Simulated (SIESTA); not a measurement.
## Energy of Si along an even scaling of the cell

System: Si (2 atoms in the cell).
Method: Kohn-Sham DFT of a periodic cell, PBE, PseudoDojo 0.4 standard, converted to PSML, no spin polarisation (SIESTA 5.4.2).

The 7 runs differ only in the geometry, by an even scaling of the cell at fixed fractional positions. The structure derives from a Materials Project entry.

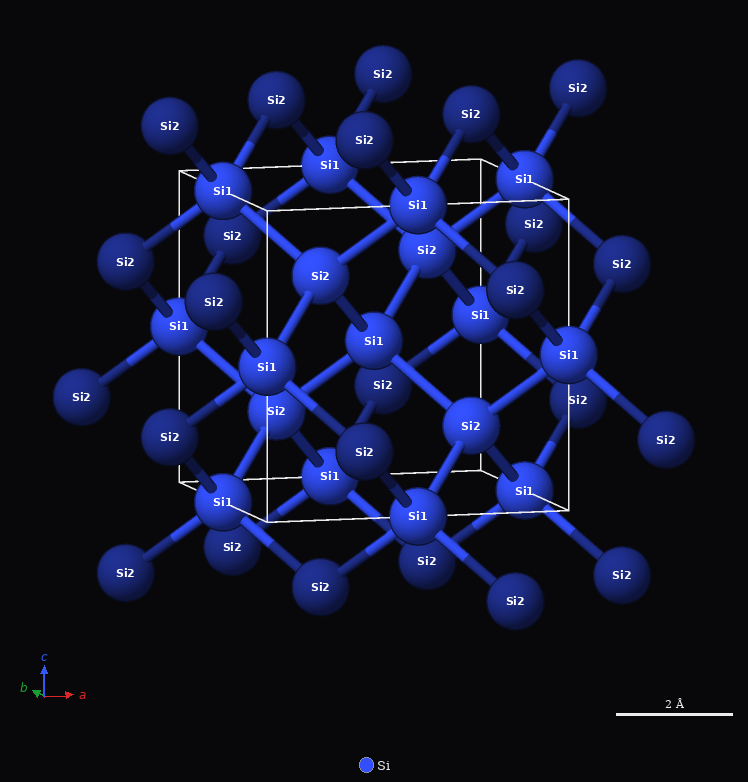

Figure 1. The structure of run 4 (ball-and-stick view of the cell 4 times as large as that of the calculation, set on its symmetry axes, seen slightly off an axis; neighbours outside the cell are drawn fainter; atoms are numbered from 1 in the order of the input). An atom can appear more than once, as a periodic image.

### Input of run 4
```
SystemName                      Si
SystemLabel                     Si
NumberOfSpecies                 1
NumberOfAtoms                   2
%block ChemicalSpeciesLabel
  1  14 Si
%endblock ChemicalSpeciesLabel

LatticeConstant                 1.0 Ang
%block LatticeVectors
     0.0000000000     2.7218511865     2.7218511865
     2.7218511865     0.0000000000     2.7218511865
     2.7218511865     2.7218511865     0.0000000000
%endblock LatticeVectors
AtomicCoordinatesFormat         Ang
%block AtomicCoordinatesAndAtomicSpecies
     2.7218511865     2.7218511865     2.7218511865  1
     4.0827767798     4.0827767798     4.0827767798  1
%endblock AtomicCoordinatesAndAtomicSpecies

%block kgrid.MonkhorstPack
    8   0   0  0.0
    0   8   0  0.0
    0   0   8  0.0
%endblock kgrid.MonkhorstPack
XC.Functional                   GGA
XC.Authors                      PBE
PAO.BasisSize                   DZP
PAO.EnergyShift                 0.003 Ry
Mesh.Cutoff                     500 Ry
OccupationFunction              FD
ElectronicTemperature           0.05 eV
MaxSCFIterations                120
SCF.MustConverge                false
SCF.Mixer.Method                Pulay
SCF.Mixer.Weight                0.25
SCF.Mixer.History               8
SCF.DM.Tolerance                5.0e-05
SCF.H.Tolerance                 1.0e-03 eV
WriteForces                     true
Charge.Mulliken                 end
Charge.Hirshfeld                end
Charge.Voronoi                  end
SaveRho                         true
SaveElectrostaticPotential      true
```

Command:
```bash
siesta < Si.fdf > Si.out 2>&1
```

Lattice vectors (Å) and fractional positions of run 4:
```
   0.000000    2.721851    2.721851
   2.721851    0.000000    2.721851
   2.721851    2.721851    0.000000
Si  0.500000  0.500000  0.500000
Si  0.750000  0.750000  0.750000
```

Run 3 has the same physical settings and fractional positions; its lattice vectors (Å) are:
```
   0.000000    2.703583    2.703583
   2.703583    0.000000    2.703583
   2.703583    2.703583    0.000000
```

### Results, with one run withheld

```csv
run,volume per atom (Å³),"free energy per atom, from the lowest run given (meV)",pressure (GPa),gap on the mesh (eV)
1,18.955,48.24,9.43,0.52
2,19.358,27.82,6.87,0.56
3,19.761,?,?,?
4,20.165,4.22,2.62,0.62
5,20.568,0.00,0.78,0.65
6,20.971,0.19,−0.90,0.68
7,21.375,4.46,−2.44,0.71
```

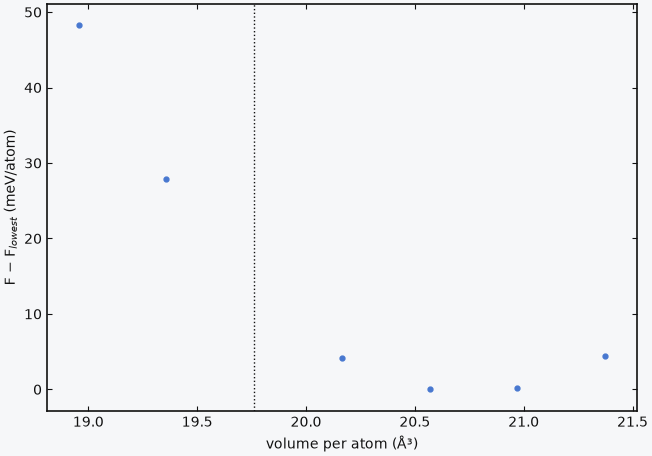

Figure 2. Free energy per atom of the runs given; the dotted line marks run 3.

Estimate the energy of run 3 from the others.

A cubic polynomial in V^(−2/3) (the Birch–Murnaghan form), fitted to the 6 runs given, misses them by at most 0.01 meV per atom. With x = V^(−2/3) − 0.13482 Å⁻², it reads F = 3.6488 + 3429.8 x + 7.1967e+05 x² − 1.9184e+05 x³ (meV per atom). At run 3 it gives 13.34 meV per atom, and the run itself gives 13.35. The slope of the fit gives a pressure −dF/dV of 4.66 GPa there, and the run prints 4.68 GPa. The fit has its minimum at 20.748 Å³ per atom, where V d²F/dV² gives 86.8 GPa: the bulk modulus at this level, since symmetry fixes the shape and the positions. The gap on the mesh goes, without turning, from 0.52 eV in run 1 to 0.71 eV in run 7; run 3 has 0.59 eV. These are gaps of this functional on this mesh, which can miss the band edges; they aren't the measured gap.

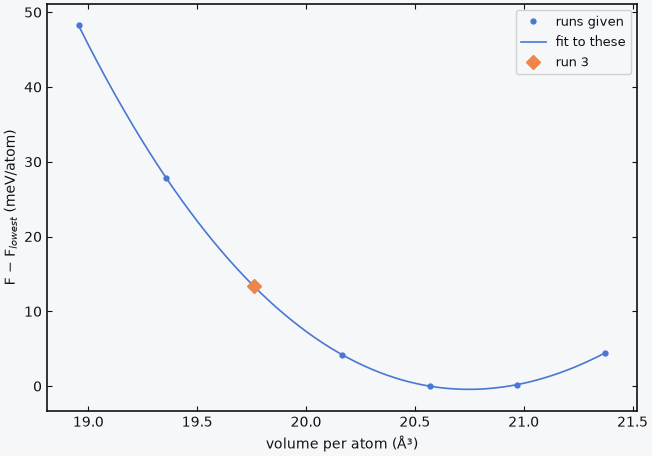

Figure 3. The fit and the withheld run.

### Some lines of the output (run 3)
```
[...]
outcell: Cell volume (Ang**3)        :     39.5229
stepf: Fermi-Dirac step function
siesta: Etot    =      -230.011393
siesta: FreeEng =      -230.011400
        iscf     Eharris(eV)        E_KS(eV)     FreeEng(eV)     dDmax    Ef(eV) dHmax(eV)
siesta: E_KS(eV) =             -230.0270
siesta: E_KS - E_eggbox =      -230.0270
siesta: Etot    =      -230.027010
siesta: FreeEng =      -230.027046
siesta:         Fermi =      -5.124542
siesta: Cell volume =         39.522936 Ang**3
    Orbital volume contribution        =           2.291981 eV
```

Notes: Points of doubt noted for this run: mulliken charges of long orbitals. With a small basis of atomic orbitals these values can differ much from converged plane-wave results.
